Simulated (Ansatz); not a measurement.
**Si$_{3}$C: geometry relaxation (part 1 of 3)**

- system: Si$_{3}$C (4 atoms in the cell)
- method: DFT, PBE, plane waves, PAW, no spin polarisation (Ansatz 0.2.0)

The structure was built on a prototype by a generator.

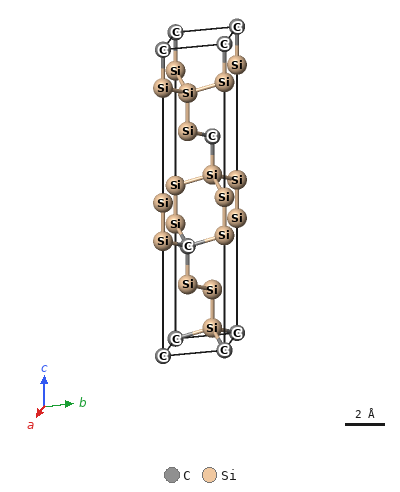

The structure as given in the input (ball-and-stick view of the cell 3 times as large as that of the calculation, set on its symmetry axes, seen slightly off an axis). An atom can appear more than once, as a periodic image.

Summary:

| quantity | value |
| --- | --- |
| outcome | converged |
| space group (tolerance 0.01 Å) | R3m (160) |
| electrons treated | 16 |
| free energy | −2157.1376 eV |
| Fermi energy | 8.907 eV |
| band gap | none (metallic) |
| pressure | 0.00 GPa |
| final volume | 58.47 Å³ |
| largest force (length of the vector) at the end | 0.004 eV/Å |
| final cell | a = 6.281 Å, b = 6.281 Å, c = 6.281 Å, α = 31.04°, β = 31.04°, γ = 31.04° |
| hardware | 2 threads of AMD EPYC (Zen 3), 32 GiB of memory available, shared host |
| wall time | 51 s (CPU time 99 s) |
| peak memory | 0.42 GiB |

Input file:
```yaml
crystal:
  lattice:
    - [1.669735508, 0.964022245, 5.4533333333]
    - [-1.669735508, 0.964022245, 5.4533333333]
    - [0.0, -1.92804449, 5.4533333333]
  atoms:
    - { symbol: C, position: [1.0, 0.0, 0.0] }
    - { symbol: Si, position: [0.5, 0.5, 0.5] }
    - { symbol: Si, position: [0.375, 0.375, 0.375] }
    - { symbol: Si, position: [0.875, 0.875, 0.875] }
kpoints:
  mp_grid: { grid: [8, 8, 8] }
hamiltonian:
  xc: pbe
scf:
  occupations: { method: fermi_dirac, width: 0.02 }
relax:
  f_tol: 0.005
  cell: {}
output:
  write_density: true
  write_potential: true
  elf: true
  volumetric_format: npy
```

Launch command:
```bash
ansatz run input.yaml --threads 2 --pin off --max-ram 2211MiB --backend cpu --events-out ev --progress --plain --runs-dir out
```

The program's output:
```
basis.fft_grid_basis auto: the FFT boxes are laid along the combinations [[1, -1, 0], [0, 1, 0], [0, -1, 1]] of the cell's own vectors, 3.339, 5.784 and 3.339 Å long. The dense box has 24×40×24 points. Along the cell's own vectors, as sized, it would have 40×40×40, 2.78 times as many. Of the 6 symmetry operations that the crystal satisfies within crystal.symmetry.tolerance (time reversal apart; of a slab, those that keep its plane) the dense box along the cell's own vectors carries 6, and the one as laid loses 4 of those. basis.fft_grid_basis: typed keeps the cell's own vectors: state it where this run's energies or levels are differenced outside the engine with another run's, or held beside a run that keeps those vectors. Those combinations have planes normal to reciprocal vector 3, as the cell's own vectors have. Each planar average written beside output.write_density, output.write_potential has a row for each plane of the box: 24. The volumetric files lie along those combinations, not along the cell's own vectors: a cube or XSF file states them, and fields.json those of NumPy files.
Engine: ansatz 0.2.0, x86_64-unknown-linux-gnu
Pseudopotentials: kind: paw
Pseudopotential: C, paw, valence charge 4, recommended cutoff 420 eV (normal), C.paw.azcp
Pseudopotential: Si, paw, valence charge 4, recommended cutoff 420 eV (normal), Si.paw.azcp
Functional definition: PBE
  parameter kappa = 0.804
  parameter beta = 0.06672455060314922
  exchange = pbe_x(kappa = kappa, mu = beta*pi^2/3)
  correlation = pbe_c(beta = beta)
Crystal: 4 atoms, lattice volume = 52.668 Å³
Basis set: ecut = 420 eV, 1033 PW (Γ), FFT grids on a1−a2, a2, −a2+a3, exchange–correlation on 48×80×48 points (8 copies of the dense FFT grid, shifted against one another)
Bands: 12, of which v1, the nominal top of the filled ones, is band 8 counted from 1 (7 counted from 0)
Symmetry: 6 space group operations
Space group: R3m (ITA 160), of the structure as read, at distance tolerance 3.7e-5 Å
k-points: 65 of 512 (time reversal used)
Non-local potential: C, projectors of the file, l = 0: 2, l = 1: 2, l = 2: 1
Non-local potential: Si, projectors of the file, l = 0: 2, l = 1: 2, l = 2: 2
PAW form: soft (Blöchl's): semilocal exchange-correlation on the pseudo side does not see the compensation charge
PAW one-centre angular grid: C, 110 points (default); XC on 64 Gauss nodes
PAW one-centre angular grid: Si, 110 points (default); XC on 64 Gauss nodes
Initial density: superposition of atomic densities (neutral atoms: chi_scale 0, normalization atom), corrected by the library's trained network
Initial wavefunctions: pseudopotential atomic-orbital guess
Functional: x = pbe(κ = 0.804, μ = 0.2195149727645171), c = pbe(β = 0.06672455060314922)
SCF iter   1: F=—  HF=-2155.052538 eV  |F-HF|=—  |Δ(HF+E_count)|=         —  Δρ=2.46e-3  dr2=2.59e-3  ethr=1.77e-3  ⟨swp⟩=6.7  Hψ=5907  notcnv=0
preconditioner: auto → none  [insulator: Δε(μ)=0.062 eV  Ē_g=9.635 eV  σ=0.020 eV  W_gap=0.61  n_scr=8 (ndim 8)  ℏωp=20.5 eV  f_vac=0.000  D(μ)=0.20/eV (n_scr^D=0)  ε∞_Penn≈5.5]
SCF iter   2: F=—  HF=-2155.052690 eV  |F-HF|=—  |Δ(HF+E_count)|=   1.52e-4  Δρ=1.01e-3  dr2=4.41e-4  ethr=1.62e-5  ⟨swp⟩=2.3  Hψ=1954  notcnv=0
SCF iter   3: F=—  HF=-2155.052819 eV  |F-HF|=—  |Δ(HF+E_count)|=   1.29e-4  Δρ=6.41e-4  dr2=5.22e-4  ethr=2.76e-6  ⟨swp⟩=2.2  Hψ=1223  notcnv=0
SCF iter   4: F=—  HF=-2155.052713 eV  |F-HF|=—  |Δ(HF+E_count)|=   1.06e-4  Δρ=1.35e-4  dr2=6.87e-6  ethr=2.76e-6  ⟨swp⟩=2.1  Hψ=1087  notcnv=0
SCF iter   5: F=—  HF=-2155.052699 eV  |F-HF|=—  |Δ(HF+E_count)|=   1.48e-5  Δρ=3.57e-5  dr2=5.02e-7  ethr=4.29e-8  ⟨swp⟩=2.1  Hψ=1226  notcnv=0
SCF iter   6: F=-2155.052699 eV  HF=-2155.052699 eV  |F-HF|=3.98e-8  |Δ(HF+E_count)|=   3.28e-7  Δρ=1.19e-5  dr2=8.99e-8  ethr=6.25e-10  ⟨swp⟩=8.7  Hψ=4772  notcnv=0
SCF 1 converged in 6 iterations: F = -2155.052699 eV  dr2 = 8.99e-8
  greatest PAW one-centre occupation: 0.704 electrons in one spin orbital (limit 2), on the Si atom at site 1 (counted from 0), in its partial waves of l = 0
relax step   1: F+E_penalty+E_count = -2155.05269890 eV  Δ(F+E_penalty+E_count) = +0.000e0 eV  max|allowed force component| = 6.578e0 eV/Å  Δτ_max = 0.0000 Å  P = +33.596 GPa  Ω = 52.668 Å³  (6 SCF iters, dr2 threshold 1.00e-7 eV, accepted)
Crystal: 4 atoms, lattice volume = 58.551 Å³
Basis set: ecut = 420 eV, 1117 PW (Γ), FFT grids on a1−a2, a2, −a2+a3, exchange–correlation on 48×80×48 points (8 copies of the dense FFT grid, shifted against one another)
Initial density: handed on by an earlier stage of this run
Initial wavefunctions: those handed on with the density
iter 1 solved again at ethr=2.13e-3 eV; its pass at ethr=3.10e-3 eV (dr2=3.41e-1 eV) is discarded
SCF iter   1: F=—  HF=-2157.046364 eV  |F-HF|=—  |Δ(HF+E_count)|=         —  Δρ=2.14e-2  dr2=3.43e-1  ethr=2.13e-3  ⟨swp⟩=1.0  Hψ=6927  notcnv=0
preconditioner: auto → none  [insulator: Δε(μ)=0.074 eV  Ē_g=9.213 eV  σ=0.020 eV  W_gap=0.58  n_scr=8 (ndim 8)  ℏωp=19.4 eV  f_vac=0.000  D(μ)=0.75/eV (n_scr^D=2)  ε∞_Penn≈5.4]
SCF iter   2: F=—  HF=-2156.980235 eV  |F-HF|=—  |Δ(HF+E_count)|=   6.61e-2  Δρ=8.95e-3  dr2=7.70e-2  ethr=2.13e-3  ⟨swp⟩=2.7  Hψ=1396  notcnv=0
SCF iter   3: F=—  HF=-2156.967984 eV  |F-HF|=—  |Δ(HF+E_count)|=   1.23e-2  Δρ=4.91e-3  dr2=1.80e-2  ethr=4.81e-4  ⟨swp⟩=2.6  Hψ=1410  notcnv=0
SCF iter   4: F=—  HF=-2156.965059 eV  |F-HF|=—  |Δ(HF+E_count)|=   2.92e-3  Δρ=7.94e-4  dr2=2.35e-4  ethr=1.12e-4  ⟨swp⟩=2.7  Hψ=1444  notcnv=0
SCF iter   5: F=—  HF=-2156.965125 eV  |F-HF|=—  |Δ(HF+E_count)|=   6.56e-5  Δρ=1.40e-4  dr2=6.88e-6  ethr=1.47e-6  ⟨swp⟩=2.4  Hψ=1303  notcnv=0
SCF iter   6: F=-2156.965131 eV  HF=-2156.965131 eV  |F-HF|=7.55e-8  |Δ(HF+E_count)|=   6.43e-6  Δρ=2.91e-5  dr2=3.90e-7  ethr=2.50e-9  ⟨swp⟩=7.1  Hψ=5241  notcnv=0
SCF 2 converged in 6 iterations: F = -2156.965131 eV  dr2 = 3.90e-7
  greatest PAW one-centre occupation: 0.657 electrons in one spin orbital (limit 2), on the Si atom at site 1 (counted from 0), in its partial waves of l = 0
relax step   2: F+E_penalty+E_count = -2156.96513114 eV  Δ(F+E_penalty+E_count) = -1.912e0 eV  max|allowed force component| = 1.275e0 eV/Å  Δτ_max = 0.1953 Å  P = +3.763 GPa  Ω = 58.551 Å³  energy of the carried Pulay correction = -4.237e-3 eV  (6 SCF iters, dr2 threshold 4.00e-7 eV, accepted)
Crystal: 4 atoms, lattice volume = 59.705 Å³
Basis set: ecut = 420 eV, 1177 PW (Γ), FFT grids on a1−a2, a2, −a2+a3, exchange–correlation on 48×80×48 points (8 copies of the dense FFT grid, shifted against one another)
iter 1 solved again at ethr=5.76e-4 eV; its pass at ethr=3.10e-3 eV (dr2=9.21e-2 eV) is discarded
SCF iter   1: F=—  HF=-2157.127747 eV  |F-HF|=—  |Δ(HF+E_count)|=         —  Δρ=9.25e-3  dr2=9.48e-2  ethr=5.76e-4  ⟨swp⟩=1.0  Hψ=6374  notcnv=0
preconditioner: auto → Kerker (q_TF=auto, 2.191 Å⁻¹)  [metal: Δε(μ)=0.026 eV  Ē_g=9.126 eV  σ=0.020 eV  W_gap=0.31  n_scr=10 (ndim 8)  ℏωp=19.2 eV  f_vac=0.000  D(μ)=1.12/eV (n_scr^D=2)]
SCF iter   2: F=—  HF=-2157.113981 eV  |F-HF|=—  |Δ(HF+E_count)|=   1.38e-2  Δρ=4.81e-3  dr2=2.49e-2  ethr=5.76e-4  ⟨swp⟩=1.0  Hψ=781  notcnv=0
SCF iter   3: F=—  HF=-2157.109627 eV  |F-HF|=—  |Δ(HF+E_count)|=   4.35e-3  Δρ=9.65e-4  dr2=9.26e-4  ethr=1.55e-4  ⟨swp⟩=3.0  Hψ=1371  notcnv=0
SCF iter   4: F=—  HF=-2157.109533 eV  |F-HF|=—  |Δ(HF+E_count)|=   9.39e-5  Δρ=3.18e-4  dr2=8.13e-5  ethr=5.79e-6  ⟨swp⟩=2.7  Hψ=1339  notcnv=0
SCF iter   5: F=—  HF=-2157.109603 eV  |F-HF|=—  |Δ(HF+E_count)|=   6.96e-5  Δρ=7.71e-5  dr2=5.51e-6  ethr=5.08e-7  ⟨swp⟩=2.4  Hψ=1317  notcnv=0
SCF iter   6: F=-2157.109606 eV  HF=-2157.109606 eV  |F-HF|=6.82e-8  |Δ(HF+E_count)|=   2.85e-6  Δρ=1.61e-5  dr2=2.62e-7  ethr=2.50e-9  ⟨swp⟩=6.8  Hψ=5130  notcnv=0
SCF 3 converged in 6 iterations: F = -2157.109606 eV  dr2 = 2.62e-7
  greatest PAW one-centre occupation: 0.648 electrons in one spin orbital (limit 2), on the Si atom at site 1 (counted from 0), in its partial waves of l = 0
relax step   3: F+E_penalty+E_count = -2157.10960597 eV  Δ(F+E_penalty+E_count) = -1.445e-1 eV  max|allowed force component| = 2.892e-1 eV/Å  Δτ_max = 0.0712 Å  P = -1.608 GPa  Ω = 59.705 Å³  energy of the carried Pulay correction = -5.017e-3 eV  (6 SCF iters, dr2 threshold 4.00e-7 eV, accepted)
Crystal: 4 atoms, lattice volume = 59.012 Å³
iter 1 solved again at ethr=5.11e-5 eV; its pass at ethr=3.10e-3 eV (dr2=8.18e-3 eV) is discarded
SCF iter   1: F=—  HF=-2157.122077 eV  |F-HF|=—  |Δ(HF+E_count)|=         —  Δρ=2.87e-3  dr2=8.40e-3  ethr=5.11e-5  ⟨swp⟩=1.0  Hψ=5462  notcnv=0
preconditioner: auto → Kerker (q_TF=auto, 2.195 Å⁻¹)  [metal: Δε(μ)=0.002 eV  Ē_g=9.200 eV  σ=0.020 eV  W_gap=0.03  n_scr=10 (ndim 8)  ℏωp=19.3 eV  f_vac=0.000  D(μ)=1.43/eV (n_scr^D=2)]
SCF iter   2: F=—  HF=-2157.120496 eV  |F-HF|=—  |Δ(HF+E_count)|=   1.58e-3  Δρ=9.53e-4  dr2=9.43e-4  ethr=5.11e-5  ⟨swp⟩=2.7  Hψ=1365  notcnv=0
SCF iter   3: F=—  HF=-2157.120346 eV  |F-HF|=—  |Δ(HF+E_count)|=   1.50e-4  Δρ=3.18e-4  dr2=6.63e-5  ethr=5.90e-6  ⟨swp⟩=2.3  Hψ=1078  notcnv=0
SCF iter   4: F=—  HF=-2157.120386 eV  |F-HF|=—  |Δ(HF+E_count)|=   3.97e-5  Δρ=4.95e-5  dr2=1.41e-6  ethr=4.14e-7  ⟨swp⟩=2.5  Hψ=1164  notcnv=0
SCF iter   5: F=-2157.120386 eV  HF=-2157.120386 eV  |F-HF|=1.95e-8  |Δ(HF+E_count)|=   9.52e-7  Δρ=9.62e-6  dr2=1.47e-7  ethr=2.50e-9  ⟨swp⟩=8.9  Hψ=4840  notcnv=0
SCF 4 converged in 5 iterations: F = -2157.120386 eV  dr2 = 1.47e-7
  greatest PAW one-centre occupation: 0.649 electrons in one spin orbital (limit 2), on the Si atom at site 1 (counted from 0), in its partial waves of l = 0
relax step   4: F+E_penalty+E_count = -2157.12038644 eV  Δ(F+E_penalty+E_count) = -1.078e-2 eV  max|allowed force component| = 3.017e-2 eV/Å  Δτ_max = 0.0115 Å  P = -0.538 GPa  Ω = 59.012 Å³  energy of the carried Pulay correction = -4.551e-3 eV  (5 SCF iters, dr2 threshold 4.00e-7 eV, accepted)
Crystal: 4 atoms, lattice volume = 57.807 Å³
Basis set: ecut = 420 eV, 1137 PW (Γ), FFT grids on a1−a2, a2, −a2+a3, exchange–correlation on 48×80×48 points (8 copies of the dense FFT grid, shifted against one another)
iter 1 solved again at ethr=1.04e-4 eV; its pass at ethr=3.10e-3 eV (dr2=1.67e-2 eV) is discarded
SCF iter   1: F=—  HF=-2157.123935 eV  |F-HF|=—  |Δ(HF+E_count)|=         —  Δρ=4.70e-3  dr2=1.72e-2  ethr=1.04e-4  ⟨swp⟩=1.0  Hψ=6074  notcnv=0
preconditioner: auto → none  [insulator: Δε(μ)=0.070 eV  Ē_g=9.304 eV  σ=0.020 eV  W_gap=0.69  n_scr=10 (ndim 8)  ℏωp=19.5 eV  f_vac=0.000  D(μ)=0.63/eV (n_scr^D=2)  ε∞_Penn≈5.4]
SCF iter   2: F=—  HF=-2157.121171 eV  |F-HF|=—  |Δ(HF+E_count)|=   2.76e-3  Δρ=2.19e-3  dr2=7.10e-3  ethr=1.04e-4  ⟨swp⟩=2.8  Hψ=1602  notcnv=0
SCF iter   3: F=—  HF=-2157.119795 eV  |F-HF|=—  |Δ(HF+E_count)|=   1.38e-3  Δρ=1.06e-3  dr2=8.94e-4  ethr=4.44e-5  ⟨swp⟩=2.7  Hψ=1406  notcnv=0
SCF iter   4: F=—  HF=-2157.119673 eV  |F-HF|=—  |Δ(HF+E_count)|=   1.23e-4  Δρ=4.63e-4  dr2=8.52e-5  ethr=5.59e-6  ⟨swp⟩=2.5  Hψ=1052  notcnv=0
SCF iter   5: F=—  HF=-2157.119685 eV  |F-HF|=—  |Δ(HF+E_count)|=   1.26e-5  Δρ=1.13e-4  dr2=6.81e-6  ethr=5.32e-7  ⟨swp⟩=2.4  Hψ=1301  notcnv=0
SCF iter   6: F=—  HF=-2157.119686 eV  |F-HF|=—  |Δ(HF+E_count)|=   9.46e-7  Δρ=3.87e-5  dr2=1.18e-6  ethr=4.26e-8  ⟨swp⟩=2.2  Hψ=1065  notcnv=0
SCF iter   7: F=-2157.119686 eV  HF=-2157.119686 eV  |F-HF|=2.65e-8  |Δ(HF+E_count)|=   3.05e-8  Δρ=1.10e-5  dr2=3.55e-8  ethr=2.50e-9  ⟨swp⟩=8.7  Hψ=4629  notcnv=0
SCF 5 converged in 7 iterations: F = -2157.119686 eV  dr2 = 3.55e-8
  greatest PAW one-centre occupation: 0.647 electrons in one spin orbital (limit 2), on the Si atom at site 1 (counted from 0), in its partial waves of l = 0
relax step   5: F+E_penalty+E_count = -2157.11968632 eV  Δ(F+E_penalty+E_count) = +7.001e-4 eV  max|allowed force component| = 3.983e-1 eV/Å  Δτ_max = 0.0254 Å  P = +0.909 GPa  Ω = 57.807 Å³  energy of the carried Pulay correction = -3.726e-3 eV  (7 SCF iters, dr2 threshold 4.00e-7 eV, rejected (line search))
Crystal: 4 atoms, lattice volume = 58.495 Å³
iter 1 solved again at ethr=6.29e-5 eV; its pass at ethr=3.10e-3 eV (dr2=1.01e-2 eV) is discarded
```
